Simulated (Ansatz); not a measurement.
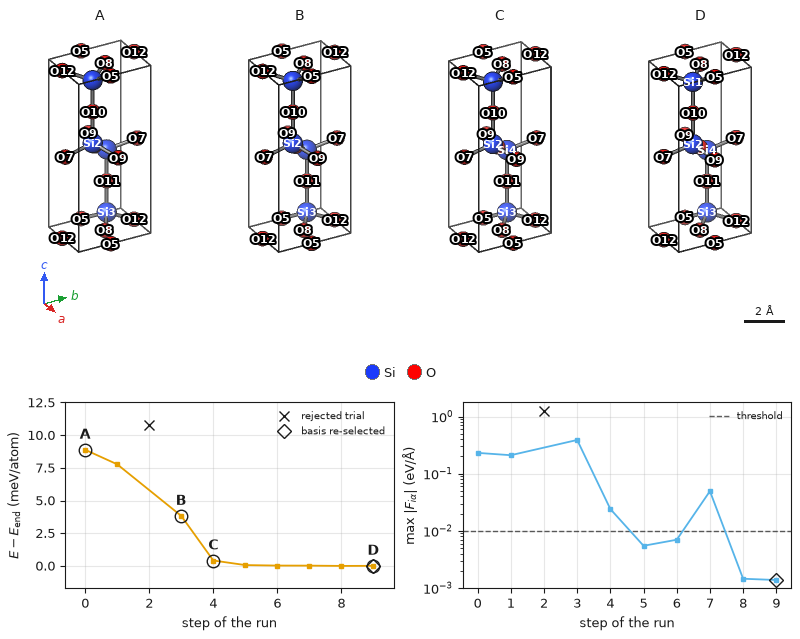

Frames of a relaxation of crystalline SiO2 (set up in P6_322), marked on the history of the run. Style: ball-and-stick. Shown: the cell of the calculation, slightly off an axis.

Case: volume × 1.10, shape and atoms relaxed.

All numbers below come from DFT r2SCAN, scalar-relativistic, plane waves, PAW (Ansatz 0.2.0). Set-up: plane-wave cutoff 500 eV; k-point mesh 6 × 6 × 4; occupations gaussian; smearing width 0.02 eV; no spin polarisation; cell relaxed at fixed volume; force threshold 0.01 eV/Å; at most 30 steps.

What happens along the run?

Answer. After 7 accepted moves (9 points after the start) the energy has fallen by 8.9 meV per atom. Largest force component: 0.23 eV/Å at the start, 0.0014 eV/Å at the end. Pressure: −7.12 GPa at the start and −3.16 GPa at the end. The line search rejected the trial step at point 2 of the run. At 1 point the geometry stayed and the basis and grid were re-selected for the new cell (energy shift of less than 0.05 meV per atom at most each time). The largest moves relative to the cell, 0.28 Å, are those of O atoms. Si stays in place. The drawn cell changes at constant volume: a = b 5.244 → 5.271 Å (+0.5 %), c 8.689 → 8.599 Å (−1.0 %). Near-neighbour distances that change, for instance: O–Si 1.632 → 1.614 Å. Bond angles that change, for instance: Si–O–Si 160.5° → 179.8°. The space group (tolerance 0.01 Å) goes from P6_322 (No. 182) to P6_3/mmc (No. 194). Cost: 3.6 min on 2 threads of Arm Neoverse V1, with other jobs on the host, peak memory 0.86 GiB. From step 0 to 3: O atoms move most (0.07 Å), energy −5.1 meV per atom. From step 3 to 4: O atoms move most (0.10 Å), energy −3.4 meV per atom. From step 4 to 9: O atoms move most (0.11 Å), energy −0.4 meV per atom.
